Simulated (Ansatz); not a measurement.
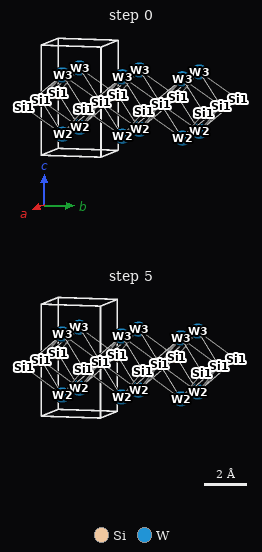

The structure of crystalline SiW2 (a generated structure, set up in P4/mmm) before (top) and after (bottom) a relaxation, at one scale.

Style: ball-and-stick. Shown: the cell of the calculation, repeated 2 × 3 × 1 with one cell outlined, slightly off an axis.

Theory: DFT PBE, scalar-relativistic, plane waves, PAW in Ansatz 0.2.0.

Input
```yaml
crystal:
  lattice:
    - [3.030307691, 0.0, 0.0]
    - [0.0, 3.030307691, 0.0]
    - [0.0, 0.0, 5.3879537068]
  atoms:
    - { symbol: Si, position: [0.0, 0.0, 0.5] }
    - { symbol: W, position: [0.5, 0.5, 0.2302071967] }
    - { symbol: W, position: [0.5, 0.5, 0.7697928033] }
basis:
  ecutwfc: 420
kpoints:
  mp_grid: { grid: [16, 16, 10] }
hamiltonian:
  xc: pbe
scf:
  occupations: { method: gaussian, width: 0.1 }
output:
  forces: true
  stress: true
  eigenvalues: true
  write_density: true
  write_potential: true
  elf: true
  volumetric_format: npy
relax:
  adjacent_minimum: "off"
  f_tol: 0.01
  max_steps: 80
  cell: { stress_tol: 0.05 }
```

Launched with:
```bash
ansatz run input.yaml --threads 1 --pin off --max-ram 2560MiB --backend cpu --events-out ev --progress --plain --runs-dir out
```

> What changed between the two?

The energy falls by 8.9 meV per cell of the calculation in 4 accepted moves (5 points after the start). Largest force component: 0.016 eV/Å at the start, under 0.0001 eV/Å at the end. Pressure: −0.32 GPa at the start and 0.00 GPa at the end. The SCF was repeated once at an unchanged geometry on a basis and grid sized afresh for the cell, which shifted the energy by 0.1 meV per cell of the calculation at most. The largest moves relative to the cell, 0.015 Å, are those of W2 and W3. W2 goes along −c. Si stays in place. The volume changes by −0.6 %, with a = b 3.030 → 2.996 Å (−1.1 %), c 5.388 → 5.479 Å (+1.7 %). Near-neighbour distances that change, for instance: W2–W3 2.907 → 2.985 Å, W2–W2 3.030 → 2.996 Å, W2–W3 (another image) 2.481 → 2.493 Å. Among the angles between lasting bonds that change: Si1–W3–Si1 111.7° → 109.7°. The space group stays P4/mmm (No. 123). The run took 45 s on 1 thread of Intel(R) Xeon(R) 6975P-C (Granite Rapids), with other jobs on the host, peak memory 0.57 GiB.
